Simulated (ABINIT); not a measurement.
**Geometry relaxation, with input and output: GaN (part 1 of 2)**

The run: geometry relaxation of GaN (F-43m, 2 atoms in the cell). Method and program: Kohn-Sham DFT of a periodic cell, PBE, JTH PAW PBE v2.0, no spin polarisation (ABINIT 10.8.3).

The structure derives from a Materials Project entry.

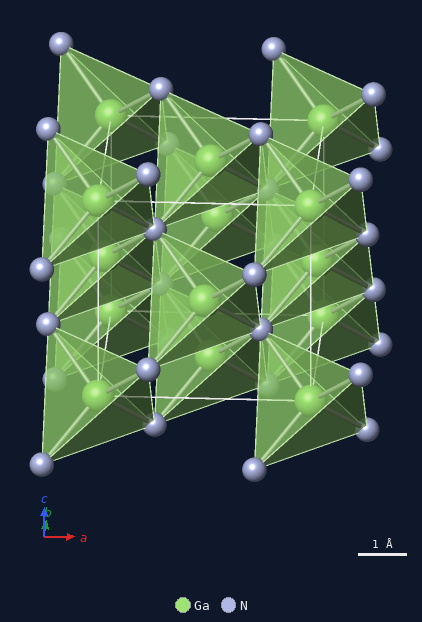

Figure 1. The input geometry (polyhedral view of the cell 4 times as large as that of the calculation, set on its symmetry axes, seen at an oblique angle; polyhedra are completed across the faces of the cell). An atom can appear more than once, as a periodic image.

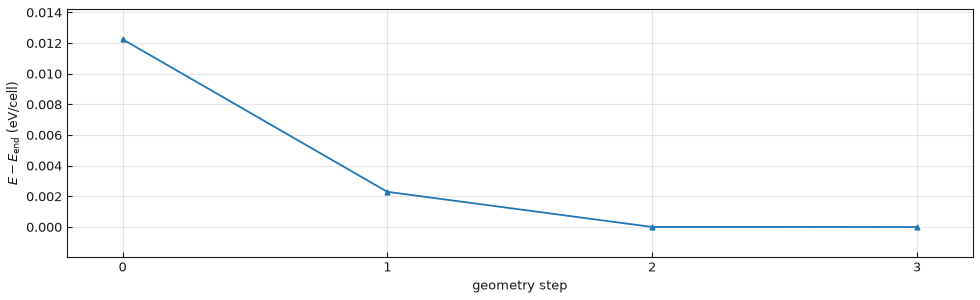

Figure 2. Progress of the relaxation, step by step (steps are counted from 0).

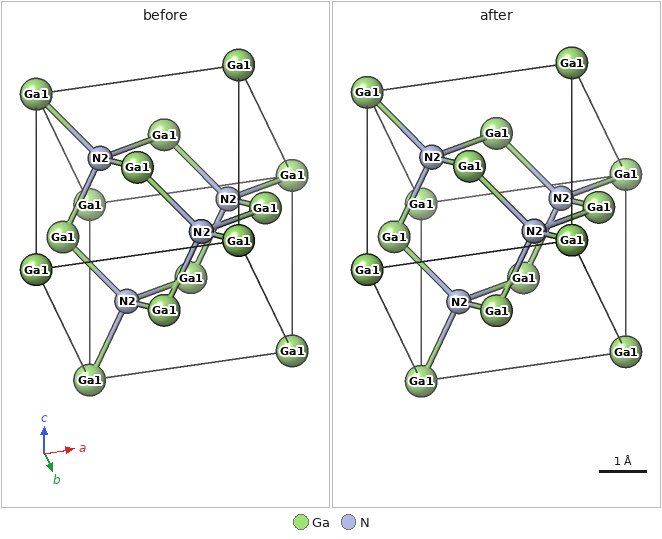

Figure 3. Before (left) and after (right) the relaxation, at one scale (ball-and-stick view of the cell 4 times as large as that of the calculation, set on its symmetry axes, seen at an oblique angle). Over 3 geometry steps the energy falls by 12.3 meV per cell of the calculation. All forces vanish by symmetry, so only the cell relaxes. The atoms keep their places relative to the cell (all moves are under 0.005 Å). Cell: a = b = c 4.507 → 4.554 Å (+1.0 %). Volume +3.2 %. Among the contacts that change: Ga1–N2 1.952 → 1.972 Å. The space group stays F-43m (No. 216). (Atoms are counted from 1 in the order of the input.)

These pictures come from the run below.

### The input
```
pp_dirpath "./"
pseudos "Ga.GGA_PBE-JTH.xml, N.GGA_PBE-JTH.xml"

acell 6.0224269985 6.0224269985 6.0224269985
rprim
     0.0000000000     0.7071067812     0.7071067812
     0.7071067812     0.0000000000     0.7071067812
     0.7071067812     0.7071067812     0.0000000000
ntypat 2
znucl 31 7
natom 2
typat 1 2
xcart
     0.0000000000     0.0000000000     0.0000000000
     2.1292494849     2.1292494849     2.1292494849
chkprim 0
chksymtnons 0
tolsym 1.0e-6

ecut 26.0
pawecutdg 48.0
pawxcdev 0

kptopt 1
ngkpt 10 10 10
nshiftk 1
shiftk 0.0 0.0 0.0

ixc 11

nband 13
occopt 3
tsmear 0.05 eV

nstep 100
tolvrs 1.0e-9

iomode 3
prtwf 0
prtden 0
prteig 0
prtebands 0
enunit 1

ionmov 22
ntime 60
tolmxf 5.0e-5
optcell 2
dilatmx 1.08
ecutsm 0.5
```

Launched with:
```bash
abinit run.abi > log 2>&1
```

### What the program printed
```
.Version 10.8.3 of ABINIT
 Symmetries : space group F-4 3 m (#216); Bravais cF (face-center cubic)
================================================================================
 Values of the parameters that define the memory need of the present run
     intxc =       0    ionmov =      22      iscf =      17    lmnmax =      18
     lnmax =       6     mgfft =      30  mpssoang =       3    mqgrid =    3001
     natom =       2  nloc_mem =       2    nspden =       1   nspinor =       1
    nsppol =       1      nsym =      24    n1xccc =       1    ntypat =       2
    occopt =       3   xclevel =       2
       mpw =        1251          nfft =       27000          nkpt =          47
 PAW method is used; the additional fine FFT grid is defined by:
   mgfftf=        45    nfftf =     91125
================================================================================
================================================================================

--------------------------------------------------------------------------------
------------- Echo of variables that govern the present computation ------------
--------------------------------------------------------------------------------
 -outvars: echo values of preprocessed input variables --------
            acell      6.0224269985E+00  6.0224269985E+00  6.0224269985E+00 Bohr
              amu      6.97230000E+01  1.40067400E+01
          chkprim           0
      chksymtnons           0
          dilatmx      1.08000000E+00
             ecut      2.60000000E+01 Hartree
           ecutsm      5.00000000E-01 Hartree
           enunit           1
           ionmov          22
              ixc          11
         kptrlatt       10    0    0      0   10    0      0    0   10
          kptrlen      6.02242700E+01
            natom           2
            nband          13
            ngfft          30      30      30
          ngfftdg          45      45      45
             nkpt          47
            nstep         100
             nsym          24
            ntime          60
           ntypat           2
           occopt           3
          optcell           2
        pawecutdg      4.80000000E+01 Hartree
         pawxcdev           0
           prtden           0
        prtebands           0
           prteig           0
            prtwf           0
            rprim      0.0000000000E+00  7.0710678120E-01  7.0710678120E-01
                       7.0710678120E-01  0.0000000000E+00  7.0710678120E-01
                       7.0710678120E-01  7.0710678120E-01  0.0000000000E+00
          spgroup         216
           tolsym      1.00000000E-06
           tolvrs      1.00000000E-09
           tsmear      1.83746611E-03 Hartree
            typat      1  2
           useylm           1
           xangst      0.0000000000E+00  0.0000000000E+00  0.0000000000E+00
                       1.1267503030E+00  1.1267503030E+00  1.1267503030E+00
            xcart      0.0000000000E+00  0.0000000000E+00  0.0000000000E+00
                       2.1292494850E+00  2.1292494850E+00  2.1292494850E+00
             xred      0.0000000000E+00  0.0000000000E+00  0.0000000000E+00
                       2.5000000000E-01  2.5000000000E-01  2.5000000000E-01
            znucl       31.00000    7.00000

================================================================================

 chkinp: Checking input parameters for consistency.

================================================================================
== DATASET  1 ==================================================================

--- !DatasetInfo
iteration_state: {dtset: 1, }
dimensions: {natom: 2, nkpt: 47, mband: 13, nsppol: 1, nspinor: 1, nspden: 1, mpw: 1251, }
cutoff_energies: {ecut:  26.0, pawecutdg:  48.0, }
electrons: {nelect:   1.80000000E+01, charge:   0.00000000E+00, occopt:   3.00000000E+00, tsmear:   1.83746611E-03, }
meta: {optdriver: 0, ionmov: 22, optcell: 2, iscf: 17, paral_kgb: 0, }
...

 Exchange-correlation functional for the present dataset will be:
  GGA: Perdew-Burke-Ernzerhof functional - ixc=11
  J.P.Perdew, K.Burke, M.Ernzerhof, PRL 77, 3865 (1996)

 Real(R)+Recip(G) space primitive vectors, cartesian coordinates (Bohr,Bohr^-1):
 R(1)=  0.0000000  4.2584990  4.2584990  G(1)= -0.1174123  0.1174123  0.1174123
 R(2)=  4.2584990  0.0000000  4.2584990  G(2)=  0.1174123 -0.1174123  0.1174123
 R(3)=  4.2584990  4.2584990  0.0000000  G(3)=  0.1174123  0.1174123 -0.1174123
 Unit cell volume ucvol=  1.5445417E+02 bohr^3
 Angles (23,13,12)=  6.00000000E+01  6.00000000E+01  6.00000000E+01 degrees

 Coarse grid specifications (used for wave-functions):

 getcut: wavevector=  0.0000  0.0000  0.0000  ngfft=  30  30  30
         ecut(hartree)=     30.326   => boxcut(ratio)=   2.01167

 Fine grid specifications (used for densities):

 getcut: wavevector=  0.0000  0.0000  0.0000  ngfft=  45  45  45
         ecut(hartree)=     55.987   => boxcut(ratio)=   2.16906

--- Pseudopotential description ------------------------------------------------
- pspini: atom type   1  psp file is ./Ga.GGA_PBE-JTH.xml
 Pseudopotential format is: paw10
 basis_size (lnmax)=  6 (lmn_size= 18), orbitals=   0   0   1   1   2   2
 Spheres core radius: rc_sph= 2.10359248
 Shapefunction is BESSEL type: shapef(r,l)=aa(1,l)*jl(q(1,l)*r)+aa(2,l)*jl(q(2,l)*r)
 Radius for shape functions =  1.80829011
 Compensation charge density is not taken into account in XC energy/potential

- pspini: atom type   2  psp file is ./N.GGA_PBE-JTH.xml
 Pseudopotential format is: paw10
 basis_size (lnmax)=  4 (lmn_size=  8), orbitals=   0   0   1   1
 Spheres core radius: rc_sph= 1.20497474
 Shapefunction is SIN type: shapef(r)=[sin(pi*r/rshp)/(pi*r/rshp)]**2
 Radius for shape functions =  1.00243812
 Compensation charge density is not taken into account in XC energy/potential

   4.80804022E+02                                ecore*ucvol(ha*bohr**3)
--------------------------------------------------------------------------------

================================================================================

=== [ionmov=22] Limited-memory Broyden-Fletcher-Goldfarb-Shanno method
================================================================================

--- Iteration: ( 1/60) Internal Cycle: (1/1)
--------------------------------------------------------------------------------

---SELF-CONSISTENT-FIELD CONVERGENCE--------------------------------------------

--- !BeginCycle
iteration_state: {dtset: 1, itime: 1, icycle: 1, }
solver: {iscf: 17, nstep: 100, nline: 4, wfoptalg: 10, }
tolerances: {tolvrs: 1.00E-09, }
...

     iter   Etot(hartree)      deltaE(h)  residm     nres2
 ETOT  1  -88.888638723055    -8.889E+01 7.077E-01 4.035E+01
 ETOT  2  -89.143589670514    -2.550E-01 1.329E-02 9.161E+00
 ETOT  3  -89.138120099368     5.470E-03 1.470E-03 8.304E-01
 ETOT  4  -89.138723009152    -6.029E-04 7.893E-04 6.445E-02
 ETOT  5  -89.138686917593     3.609E-05 2.669E-04 6.870E-03
 ETOT  6  -89.138736068458    -4.915E-05 1.923E-04 1.162E-03
 ETOT  7  -89.138741398623    -5.330E-06 3.286E-05 5.058E-04
 ETOT  8  -89.138741269722     1.289E-07 7.828E-05 2.572E-05
 ETOT  9  -89.138741283596    -1.387E-08 1.334E-05 3.483E-06
 ETOT 10  -89.138741283347     2.489E-10 3.064E-05 2.897E-07
 ETOT 11  -89.138741283757    -4.095E-10 5.218E-06 1.968E-08
 ETOT 12  -89.138741283732     2.488E-11 1.566E-05 7.046E-10

 At SCF step   12       nres2   =  7.05E-10 < tolvrs=  1.00E-09 =>converged.

 Cartesian components of stress tensor (hartree/bohr^3)
  sigma(1 1)= -1.94075204E-04  sigma(3 2)=  0.00000000E+00
  sigma(2 2)= -1.94075204E-04  sigma(3 1)=  0.00000000E+00
  sigma(3 3)= -1.94075204E-04  sigma(2 1)=  0.00000000E+00

--- !ResultsGS
iteration_state: {dtset: 1, itime: 1, icycle: 1, }
comment   : Summary of ground state results
lattice_vectors:
- [  0.0000000,   4.2584990,   4.2584990, ]
- [  4.2584990,   0.0000000,   4.2584990, ]
- [  4.2584990,   4.2584990,   0.0000000, ]
lattice_lengths: [   6.02243,    6.02243,    6.02243, ]
lattice_angles: [ 60.000,  60.000,  60.000, ] # degrees, (23, 13, 12)
lattice_volume:   1.5445417E+02
convergence: {deltae:  2.488E-11, res2:  7.046E-10, residm:  1.566E-05, diffor: null, }
etotal    :  -8.91387413E+01
entropy   :   0.00000000E+00
fermie    :   2.44656498E-01
cartesian_stress_tensor: # hartree/bohr^3
- [ -1.94075204E-04,   0.00000000E+00,   0.00000000E+00, ]
- [  0.00000000E+00,  -1.94075204E-04,   0.00000000E+00, ]
- [  0.00000000E+00,   0.00000000E+00,  -1.94075204E-04, ]
pressure_GPa:   5.7099E+00
xred      :
- [  0.0000E+00,   0.0000E+00,   0.0000E+00, Ga]
- [  2.5000E-01,   2.5000E-01,   2.5000E-01,  N]
cartesian_forces: # hartree/bohr
- [  3.95186961E-30,  -1.18556088E-29,   3.95186961E-30, ]
- [ -3.95186961E-30,   1.18556088E-29,  -3.95186961E-30, ]
force_length_stats: {min:   1.31068687E-29, max:   1.31068687E-29, mean:   1.31068687E-29, }
...

 Integrated electronic density in atomic spheres:
 ------------------------------------------------
 Atom  Sphere_radius  Integrated_density
    1        2.10359         11.20001173
    2        1.20497          2.54584096

---OUTPUT-----------------------------------------------------------------------

 Cartesian coordinates (xcart) [bohr]
  0.00000000000000E+00  0.00000000000000E+00  0.00000000000000E+00
  2.12924948496066E+00  2.12924948496066E+00  2.12924948496066E+00
 Reduced coordinates (xred)
  0.00000000000000E+00  0.00000000000000E+00  0.00000000000000E+00
  2.50000000000000E-01  2.50000000000000E-01  2.50000000000000E-01
 Cartesian forces (fcart) [Ha/bohr]; max,rms= 1.18556E-29 7.56725E-30 (free atoms)
  3.95186960560093E-30 -1.18556088168028E-29  3.95186960560093E-30
 -3.95186960560093E-30  1.18556088168028E-29 -3.95186960560093E-30
 Gradient of E wrt nuclear positions in reduced coordinates (gred)
  3.36580652894298E-29 -3.36580652894298E-29  3.36580652894298E-29
 -3.36580652894298E-29  3.36580652894298E-29 -3.36580652894298E-29
 Scale of Primitive Cell (acell) [bohr]
  6.02242699850000E+00  6.02242699850000E+00  6.02242699850000E+00
 Real space primitive translations (rprimd) [bohr]
  0.00000000000000E+00  4.25849896992131E+00  4.25849896992131E+00
  4.25849896992131E+00  0.00000000000000E+00  4.25849896992131E+00
  4.25849896992131E+00  4.25849896992131E+00  0.00000000000000E+00
 Unitary Cell Volume (ucvol) [Bohr^3]=  1.54454169021514E+02
 Angles (23,13,12)= [degrees]
  6.00000000000000E+01  6.00000000000000E+01  6.00000000000000E+01
 Lengths [Bohr]
  6.02242699861458E+00  6.02242699861458E+00  6.02242699861458E+00
 Stress tensor in cartesian coordinates (strten) [Ha/bohr^3]
 -1.94075203819560E-04  0.00000000000000E+00  0.00000000000000E+00
  0.00000000000000E+00 -1.94075203819564E-04  0.00000000000000E+00
  0.00000000000000E+00  0.00000000000000E+00 -1.94075203819560E-04
 Total energy (etotal) [Ha]= -8.91387412837320E+01

--- Iteration: ( 2/60) Internal Cycle: (1/1)
--------------------------------------------------------------------------------

---SELF-CONSISTENT-FIELD CONVERGENCE--------------------------------------------

--- !BeginCycle
iteration_state: {dtset: 1, itime: 2, icycle: 1, }
solver: {iscf: 17, nstep: 100, nline: 4, wfoptalg: 10, }
tolerances: {tolvrs: 1.00E-09, }
...

     iter   Etot(hartree)      deltaE(h)  residm     nres2
 ETOT  1  -89.142663332005    -8.914E+01 2.258E-04 2.007E+00
 ETOT  2  -89.139422245731     3.241E-03 4.259E-05 1.944E-01
 ETOT  3  -89.139101477580     3.208E-04 1.154E-04 3.750E-02
 ETOT  4  -89.139092086537     9.391E-06 1.119E-04 6.951E-03
 ETOT  5  -89.139101637459    -9.551E-06 9.709E-06 1.546E-03
 ETOT  6  -89.139105918126    -4.281E-06 7.972E-06 2.189E-04
 ETOT  7  -89.139106990777    -1.073E-06 5.499E-06 1.969E-05
 ETOT  8  -89.139107111424    -1.206E-07 1.446E-07 3.728E-06
 ETOT  9  -89.139107109861     1.564E-09 3.683E-06 2.528E-07
 ETOT 10  -89.139107111670    -1.809E-09 1.523E-07 4.322E-08
 ETOT 11  -89.139107111576     9.356E-11 2.011E-06 3.577E-09
 ETOT 12  -89.139107111582    -5.684E-12 1.043E-07 9.051E-10

 At SCF step   12       nres2   =  9.05E-10 < tolvrs=  1.00E-09 =>converged.

 Cartesian components of stress tensor (hartree/bohr^3)
  sigma(1 1)= -8.21384235E-05  sigma(3 2)=  0.00000000E+00
  sigma(2 2)= -8.21384235E-05  sigma(3 1)=  0.00000000E+00
  sigma(3 3)= -8.21384235E-05  sigma(2 1)=  0.00000000E+00
```
